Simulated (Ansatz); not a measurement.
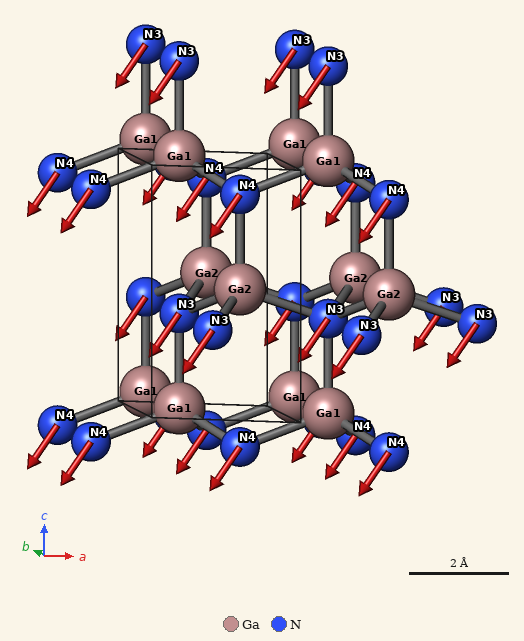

A scan of a crystal of GaN (P6_3mc): the whole N sublattice is shifted rigidly, towards the nearest copy of atom 4 (N) at 3.169 Å, all else fixed. The picture shows the reference cell. The red arrows give the direction of positive displacement. A ball-and-stick model of the cell of the calculation, repeated 2 × 2 × 1 with one cell outlined, seen slightly off an axis.

All numbers below come from DFT PBE, scalar-relativistic, plane waves, PAW (Ansatz 0.2.0). Set-up: plane-wave cutoff 420 eV; k-point mesh 12 × 12 × 6; occupations gaussian; smearing width 0.05 eV; no spin polarisation. Energies (free energies at the smearing named) are counted from the cell as listed in its source, which wasn't relaxed.

Input file:
```yaml
crystal:
  lattice:
    - [3.1799996605, 0.0, 0.0]
    - [-1.5899998303, 2.75396049, 0.0]
    - [0.0, 0.0, 5.166]
  atoms:
    - { symbol: Ga, position: [0.3333333333, 0.6666666667, 0.0] }
    - { symbol: Ga, position: [0.6666666667, 0.3333333333, 0.5] }
    - { symbol: "N", position: [0.3333333333, 0.6666666667, 0.375] }
    - { symbol: "N", position: [0.6666666667, 0.3333333333, 0.875] }
basis:
  ecutwfc: 420
kpoints:
  mp_grid: { grid: [12, 12, 6] }
hamiltonian:
  xc: pbe
scf:
  occupations: { method: gaussian, width: 0.05 }
output:
  forces: true
  stress: true
  eigenvalues: true
```

Run as
```bash
ansatz run input.yaml --threads 1 --pin off --max-ram 1228MiB --backend cpu --events-out ev --progress --plain --runs-dir out
```

> Predict the energy profile (the displacement: −0.100, −0.050, 0.000, 0.025, 0.075 Å).

```
displacement (Å)  E − E(ref) (meV/cell)
          −0.100                  103.7
          −0.050                   20.7
           0.000                    0.0
           0.025                   13.7
           0.075                   91.0
```

The lowest computed point lies at the displacement 0.00 Å (0.0 meV/cell). At the ends of the scan the energy is 103.7 meV/cell (−0.10 Å) and 91.0 meV/cell (0.075 Å). The curvature at zero is about 26 eV/Å² per cell. At the highest point the shortest interatomic distance is 1.86 Å, against 1.94 Å in the reference. The distortion takes the space group from P6_3mc to Cm.
